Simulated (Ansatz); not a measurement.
# Ge$_{5}$H$_{2}$: geometry relaxation (part 3 of 3)

Ge$_{5}$H$_{2}$ (slab, 28 atoms in the cell); DFT LDA, scalar-relativistic, plane waves, PAW, no spin polarisation (Ansatz 0.2.0); cutoff 420 eV, 3×3×1 k-mesh, Gaussian smearing of 0.05 eV. The structure derives from an entry of the Crystallography Open Database. The input holds or restrains some coordinates. Forces given for the steps count only the free coordinates.

## Output, continued
```
  k-point 3: bands = ["-24.6675", "-24.6444", "-24.6182", "-24.6045", "-24.5793", "-24.5674", "-24.5545", "-24.5496", "-24.5395", "-24.5373", "-24.5342", "-24.5299", "-24.5282", "-24.5209", "-24.5176", "-24.4976", "-24.4933", "-24.4857", "-24.4790", "-24.4683", "-24.4539", "-24.4485", "-24.4474", "-24.4465", "-24.4387", "-24.4329", "-24.4304", "-24.4227", "-24.4139", "-24.4081", "-24.3947", "-24.3938", "-24.3721", "-24.3596", "-24.3536", "-24.3405", "-24.3320", "-24.3304", "-24.3260", "-24.3228",
      "-24.3200", "-24.3123", "-24.3087", "-24.3077", "-24.3017", "-24.2968", "-24.2913", "-24.2878", "-24.2824", "-24.2794", "-24.2724", "-24.2682", "-24.2628", "-24.2608", "-24.2535", "-24.2514", "-24.2465", "-24.2433", "-24.2363", "-24.2341", "-24.2293", "-24.2196", "-24.2134", "-24.2070", "-24.1994", "-24.1928", "-24.1868", "-24.1833", "-24.1744", "-24.1712", "-24.1590", "-24.1438", "-24.1430", "-24.1409", "-24.1342", "-24.1321", "-24.1284", "-24.1228", "-24.1185", "-24.1156",
      "-24.1148", "-24.1024", "-24.0971", "-24.0883", "-24.0862", "-24.0858", "-24.0836", "-24.0709", "-24.0698", "-24.0666", "-24.0557", "-24.0513", "-24.0447", "-24.0350", "-24.0239", "-23.9532", "-23.9485", "-23.9419", "-23.9329", "-23.9264", "-11.9255", "-11.2299", "-11.0184", "-10.5840", "-10.4168", "-10.1136", "-9.9295", "-9.5078", "-9.0317", "-8.7754", "-8.6141", "-8.2969", "-7.5357", "-7.0828", "-6.9287", "-6.5104", "-6.1897", "-5.8345", "-5.4742", "-4.8386",
      "-4.6264", "-4.4698", "-3.8847", "-3.7441", "-3.4293", "-3.2316", "-3.1955", "-3.1340", "-3.0460", "-2.8688", "-2.7800", "-2.4197", "-2.2527", "-2.1303", "-1.9713", "-1.8904", "-1.7452", "-1.6876", "-1.4723", "-1.3102", "-1.1205", "-1.0178", "-0.4458", "-0.1042", "0.5429", "1.3902", "1.8270", "2.0328", "2.2192", "2.5421", "2.5914", "2.7522", "2.8521", "3.0718", "3.1882", "3.2177", "3.3426", "3.5353", "3.5938", "3.6385",
      "3.6978", "3.9049", "4.1096", "4.2081", "4.2911", "4.3225", "4.5849", "4.6380", "4.7648", "4.8698", "4.9769", "5.1606", "5.2142"]
--- Relaxed structure (3 steps of the walk, 3 accepted, 0 SCFs on fresh bases) ---
  F+E_penalty+E_count = -84431.56594511 eV   max|allowed force component| = 1.849e-2 eV/Å
  atoms:
    - { symbol: Ge, position: [0.5, 0.5, 0.253192968] }
    - { symbol: Ge, position: [0.5, 0.0, 0.253192968] }
    - { symbol: Ge, position: [0.0, 0.5, 0.253192968] }
    - { symbol: Ge, position: [0.0, 0.0, 0.253192968] }
    - { symbol: Ge, position: [0.7500000000000001, 0.5, 0.325720406] }
    - { symbol: Ge, position: [0.7500000000000001, 0.0, 0.325720406] }
    - { symbol: Ge, position: [0.25, 0.5, 0.325720406] }
    - { symbol: Ge, position: [0.25, 0.0, 0.325720406] }
    - { symbol: Ge, position: [0.7478020773026691, 0.7482687042467103, 0.3994405622414283] }
    - { symbol: Ge, position: [0.7478020773026691, 0.25173129575328995, 0.3994405622414283] }
    - { symbol: Ge, position: [0.2511357522073554, 0.7493698904767313, 0.39597109181076723] }
    - { symbol: Ge, position: [0.2511357522073554, 0.25063010952326875, 0.39597109181076723] }
    - { symbol: Ge, position: [-0.0001623076572442838, 0.7226500454626962, 0.4714494204371225] }
    - { symbol: Ge, position: [-0.0001623076572442838, 0.277349954537304, 0.4714494204371225] }
    - { symbol: Ge, position: [0.49722448453763557, 0.7260084235125656, 0.47260611680810366] }
    - { symbol: Ge, position: [0.49722448453763557, 0.27399157648743455, 0.47260611680810366] }
    - { symbol: Ge, position: [0.09923474156107139, 0.0, 0.4951144324] }
    - { symbol: Ge, position: [0.09529322802101119, 0.5, 0.5518790661000001] }
    - { symbol: Ge, position: [0.4028917793416578, 0.0, 0.508823691049077] }
    - { symbol: Ge, position: [0.4299150160568021, 0.5, 0.5567250146652132] }
    - { symbol: H, position: [0.5090621173000001, 0.6542935074, 0.20559867520000003] }
    - { symbol: H, position: [0.5090621173000001, 0.3457064926000001, 0.20559867520000003] }
    - { symbol: H, position: [0.5090621173000001, 0.1542935074, 0.20559867520000003] }
    - { symbol: H, position: [0.5090621173000001, -0.1542935074, 0.20559867520000003] }
    - { symbol: H, position: [-0.009062117300000002, 0.3457064926000001, 0.20559867520000003] }
    - { symbol: H, position: [-0.009062117300000002, 0.6542935074, 0.20559867520000003] }
    - { symbol: H, position: [-0.009062117300000002, -0.1542935074, 0.20559867520000003] }
    - { symbol: H, position: [-0.009062117300000002, 0.1542935074, 0.20559867520000003] }
```

## Trajectory as extended XYZ (Å, eV, eV/Å), 3 frames, from step=1 to step=3
```
28
Lattice="7.9505 0.0000 0.0000 0.0000 7.9505 0.0000 0.0000 0.0000 19.3783" Properties=species:S:1:pos:R:3:forces:R:3 step=1 energy=-84431.50198
Ge    3.9752    3.9752    4.9064    0.1038   0.0000   0.2222
Ge    3.9752    0.0000    4.9064    0.0415   0.0000   0.2039
Ge    0.0000    3.9752    4.9064   -0.0931   0.0000   0.2597
Ge    0.0000    0.0000    4.9064   -0.0608   0.0000   0.2706
Ge    5.9628    3.9752    6.3119   -0.0936   0.0000  -0.1370
Ge    5.9628    0.0000    6.3119   -0.0219   0.0000   0.0971
Ge    1.9876    3.9752    6.3119    0.0402   0.0000  -0.8575
Ge    1.9876    0.0000    6.3119    0.0790   0.0000  -0.7601
Ge    5.9250    5.9495    7.7337    0.0218   0.0244  -0.0015
Ge    5.9250    2.0009    7.7337    0.0218  -0.0244  -0.0015
Ge    2.0076    5.9563    7.6613   -0.0481   0.0144   0.0453
Ge    2.0076    1.9942    7.6613   -0.0481  -0.0144   0.0453
Ge   -0.0070    5.7740    9.0920    0.2599  -0.3538   0.4052
Ge   -0.0070    2.1764    9.0920    0.2599   0.3538   0.4052
Ge    3.9451    5.7762    9.1632    0.0240  -0.0565   0.0036
Ge    3.9451    2.1742    9.1632    0.0240   0.0565   0.0036
Ge    0.8155    0.0000    9.5945   -0.1601   0.0000   0.4056
Ge    0.8683    3.9752   10.6945   -0.5745   0.0000  -0.6601
Ge    3.2141    0.0000    9.8757    0.0116   0.0000  -0.0005
Ge    3.4498    3.9752   10.8016    0.2000   0.0000  -0.0182
H     4.0473    5.2019    3.9841   -0.0531  -0.0097  -0.0045
H     4.0473    2.7485    3.9841   -0.0531   0.0097  -0.0045
H     4.0473    1.2267    3.9841   -0.0108  -0.0071   0.0101
H     4.0473   -1.2267    3.9841   -0.0108   0.0071   0.0101
H    -0.0720    2.7485    3.9841    0.0443   0.0089   0.0026
H    -0.0720    5.2019    3.9841    0.0443  -0.0089   0.0026
H    -0.0720   -1.2267    3.9841    0.0260   0.0030   0.0263
H    -0.0720    1.2267    3.9841    0.0260  -0.0030   0.0263
28
Lattice="7.9505 0.0000 0.0000 0.0000 7.9505 0.0000 0.0000 0.0000 19.3783" Properties=species:S:1:pos:R:3:forces:R:3 step=2 energy=-84431.56326
Ge    3.9752    3.9752    4.9064    0.1338   0.0000   0.2544
Ge    3.9752    0.0000    4.9064    0.0503   0.0000   0.2364
Ge    0.0000    3.9752    4.9064   -0.1124   0.0000   0.2594
Ge    0.0000    0.0000    4.9064   -0.0646   0.0000   0.2597
Ge    5.9628    3.9752    6.3119   -0.0641   0.0000  -0.0542
Ge    5.9628    0.0000    6.3119    0.0458   0.0000   0.2012
Ge    1.9876    3.9752    6.3119   -0.0058   0.0000  -0.8209
Ge    1.9876    0.0000    6.3119   -0.0002   0.0000  -0.7157
Ge    5.9484    5.9485    7.7474   -0.0180   0.0022  -0.0335
Ge    5.9484    2.0020    7.7474   -0.0180  -0.0022  -0.0335
Ge    1.9903    5.9555    7.6723    0.0168   0.0356  -0.0120
Ge    1.9903    1.9950    7.6723    0.0168  -0.0356  -0.0120
Ge    0.0028    5.7432    9.1439   -0.0523  -0.0054  -0.0412
Ge    0.0028    2.2072    9.1439   -0.0523   0.0054  -0.0412
Ge    3.9452    5.7740    9.1545    0.0433  -0.0083   0.0111
Ge    3.9452    2.1764    9.1545    0.0433   0.0083   0.0111
Ge    0.7806    0.0000    9.5945    0.0199   0.0000   0.4920
Ge    0.7763    3.9752   10.6945   -0.0528   0.0000  -0.0472
Ge    3.1911    0.0000    9.8565    0.0386   0.0000   0.0083
Ge    3.4186    3.9752   10.7842    0.0317   0.0000   0.0086
H     4.0473    5.2019    3.9841   -0.0637  -0.0079  -0.0024
H     4.0473    2.7485    3.9841   -0.0637   0.0079  -0.0024
H     4.0473    1.2267    3.9841   -0.0135  -0.0042   0.0157
H     4.0473   -1.2267    3.9841   -0.0135   0.0042   0.0157
H    -0.0720    2.7485    3.9841    0.0514   0.0083   0.0002
H    -0.0720    5.2019    3.9841    0.0514  -0.0083   0.0002
H    -0.0720   -1.2267    3.9841    0.0259   0.0047   0.0211
H    -0.0720    1.2267    3.9841    0.0259  -0.0047   0.0211
28
Lattice="7.9505 0.0000 0.0000 0.0000 7.9505 0.0000 0.0000 0.0000 19.3783" Properties=species:S:1:pos:R:3:forces:R:3 step=3 energy=-84431.56594
Ge    3.9752    3.9752    4.9064    0.1319   0.0000   0.2498
Ge    3.9752    0.0000    4.9064    0.0497   0.0000   0.2294
Ge    0.0000    3.9752    4.9064   -0.1135   0.0000   0.2623
Ge    0.0000    0.0000    4.9064   -0.0656   0.0000   0.2616
Ge    5.9628    3.9752    6.3119   -0.0702   0.0000  -0.0936
Ge    5.9628    0.0000    6.3119    0.0276   0.0000   0.1575
Ge    1.9876    3.9752    6.3119    0.0090   0.0000  -0.8086
Ge    1.9876    0.0000    6.3119    0.0209   0.0000  -0.7379
Ge    5.9454    5.9491    7.7405    0.0058   0.0073  -0.0026
Ge    5.9454    2.0014    7.7405    0.0058  -0.0073  -0.0026
Ge    1.9966    5.9578    7.6732    0.0020   0.0103   0.0020
Ge    1.9966    1.9926    7.6732    0.0020  -0.0103   0.0020
Ge   -0.0013    5.7454    9.1359    0.0000   0.0080  -0.0153
Ge   -0.0013    2.2051    9.1359    0.0000  -0.0080  -0.0153
Ge    3.9532    5.7721    9.1583    0.0101  -0.0072   0.0049
Ge    3.9532    2.1784    9.1583    0.0101   0.0072   0.0049
Ge    0.7890    0.0000    9.5945    0.0024   0.0000   0.4920
Ge    0.7576    3.9752   10.6945   -0.0185   0.0000  -0.0532
Ge    3.2032    0.0000    9.8601   -0.0065   0.0000   0.0018
Ge    3.4180    3.9752   10.7884   -0.0090   0.0000  -0.0102
H     4.0473    5.2019    3.9841   -0.0627  -0.0081  -0.0028
H     4.0473    2.7485    3.9841   -0.0627   0.0081  -0.0028
H     4.0473    1.2267    3.9841   -0.0132  -0.0053   0.0147
H     4.0473   -1.2267    3.9841   -0.0132   0.0053   0.0147
H    -0.0720    2.7485    3.9841    0.0521   0.0087   0.0008
H    -0.0720    5.2019    3.9841    0.0521  -0.0087   0.0008
H    -0.0720   -1.2267    3.9841    0.0269   0.0052   0.0224
H    -0.0720    1.2267    3.9841    0.0269  -0.0052   0.0224
```

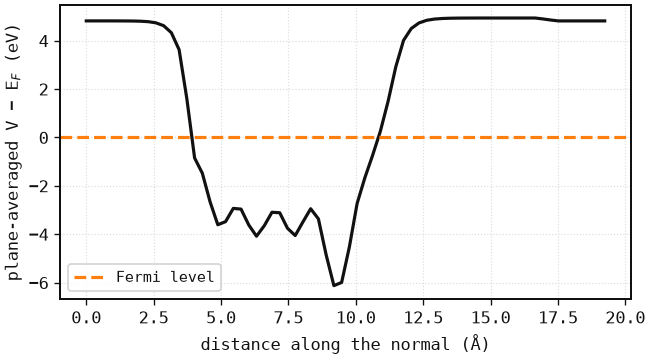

Figure 1. Plane average of the electrostatic potential energy of an electron across the cell, from the Fermi level. The vacuum level lies 4.94 eV above the Fermi level on the upper side and 4.82 eV on the lower.

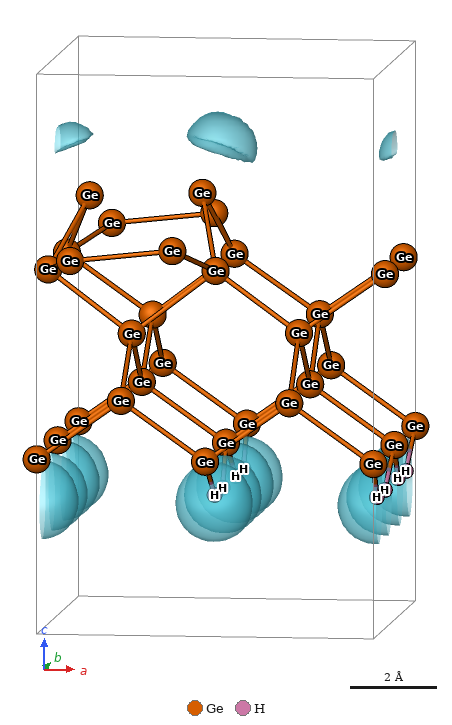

Figure 2. Isosurface of the ELF at 0.8 (cyan), seen at an oblique angle. Core shells and regions of very low density are left out. Sticks mark near contacts. Profiles from the grid: Ge–H (1.54 Å): the ELF climbs to about 1 towards the hydrogen, as it does in any bond to H. Ge–Ge (2.39 Å): the ELF peaks at about 0.70 between the atoms. The fields are those of the smooth PAW valence density.

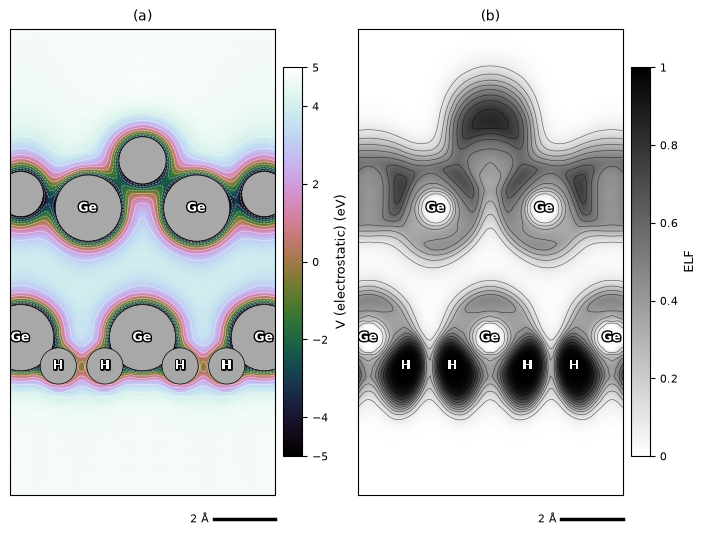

Figure 3. (a) electrostatic potential energy of an electron; (b) electron localisation function on the (100) plane of the calculation cell, a cut from vacuum to vacuum. Grey discs, where drawn, cover atomic cores. Ge–H (1.54 Å): the ELF climbs to about 1 towards the hydrogen.

This output came from the following input.

## Input file
```yaml
crystal:
  lattice:
    - [7.9504584305, 0.0, 0.0]
    - [0.0, 7.9504584305, 0.0]
    - [0.0, 0.0, 19.3782629924]
  atoms:
    - { symbol: Ge, position: [0.5, 0.5, 0.253192968] }
    - { symbol: Ge, position: [0.5, 0.0, 0.253192968] }
    - { symbol: Ge, position: [0.0, 0.5, 0.253192968] }
    - { symbol: Ge, position: [0.0, 0.0, 0.253192968] }
    - { symbol: Ge, position: [0.75, 0.5, 0.325720406] }
    - { symbol: Ge, position: [0.75, 0.0, 0.325720406] }
    - { symbol: Ge, position: [0.25, 0.5, 0.325720406] }
    - { symbol: Ge, position: [0.25, 0.0, 0.325720406] }
    - { symbol: Ge, position: [0.7452431033, 0.7483263232, 0.3990916079] }
    - { symbol: Ge, position: [0.7452431033, 0.2516736768, 0.3990916079] }
    - { symbol: Ge, position: [0.2525199109, 0.7491732331, 0.3953543974] }
    - { symbol: Ge, position: [0.2525199109, 0.2508267669, 0.3953543974] }
    - { symbol: Ge, position: [-0.0008748483, 0.7262501568, 0.4691832229] }
    - { symbol: Ge, position: [-0.0008748483, 0.2737498432, 0.4691832229] }
    - { symbol: Ge, position: [0.4962131186, 0.7265264075, 0.4728585169] }
    - { symbol: Ge, position: [0.4962131186, 0.2734735925, 0.4728585169] }
    - { symbol: Ge, position: [0.1025718767, 0.0, 0.4951144324] }
    - { symbol: Ge, position: [0.1092195715, 0.5, 0.5518790661] }
    - { symbol: Ge, position: [0.4042628879, 0.0, 0.50962924] }
    - { symbol: Ge, position: [0.433909599, 0.5, 0.5574085428] }
    - { symbol: H, position: [0.5090621173, 0.6542935074, 0.2055986752] }
    - { symbol: H, position: [0.5090621173, 0.3457064926, 0.2055986752] }
    - { symbol: H, position: [0.5090621173, 0.1542935074, 0.2055986752] }
    - { symbol: H, position: [0.5090621173, -0.1542935074, 0.2055986752] }
    - { symbol: H, position: [-0.0090621173, 0.3457064926, 0.2055986752] }
    - { symbol: H, position: [-0.0090621173, 0.6542935074, 0.2055986752] }
    - { symbol: H, position: [-0.0090621173, -0.1542935074, 0.2055986752] }
    - { symbol: H, position: [-0.0090621173, 0.1542935074, 0.2055986752] }
basis:
  ecutwfc: 420
kpoints:
  mp_grid: { grid: [3, 3, 1] }
hamiltonian:
  xc: lda
scf:
  occupations: { method: gaussian, width: 0.05 }
output:
  forces: true
  eigenvalues: true
  write_density: true
  write_potential: true
  elf: true
  volumetric_format: npy
relax:
  adjacent_minimum: "off"
  f_tol: 0.03
  max_steps: 30
  constraints:
    - { sites: [0, 1, 2, 3, 4, 5, 6, 7, 20, 21, 22, 23, 24, 25, 26, 27] }
    - { sites: [16, 17], fix: z }
efield:
  axis: 3
  dipole_correction: true
  ramp_width: 0.04
```

Launched with:
```bash
ansatz run input.yaml --threads 4 --pin off --max-ram 12288MiB --backend cpu --events-out ev --progress --plain --runs-dir out
```

## Results in brief

- outcome: converged under the restraints of the input
- electrons treated: 288
- free energy: −84431.5659 eV
- work function, top face: 4.94 eV
- work function, bottom face: 4.82 eV
- Fermi energy: −0.100 eV
- gap on the k-point mesh: none (metallic)
- final volume: 1224.90 Å³
- work function (upper face): 4.94 eV
- largest force (length of the vector) at the end, held atoms and coordinates included: 0.809 eV/Å
- hardware: 4 threads of Intel Xeon (Granite Rapids), 16 GiB of memory available, shared host
- wall time: 57 s (CPU time 3.3 min)
- peak memory: 3.4 GiB

## Remarks

The program warns: the exchange-correlation potential is rough where the density is thin.
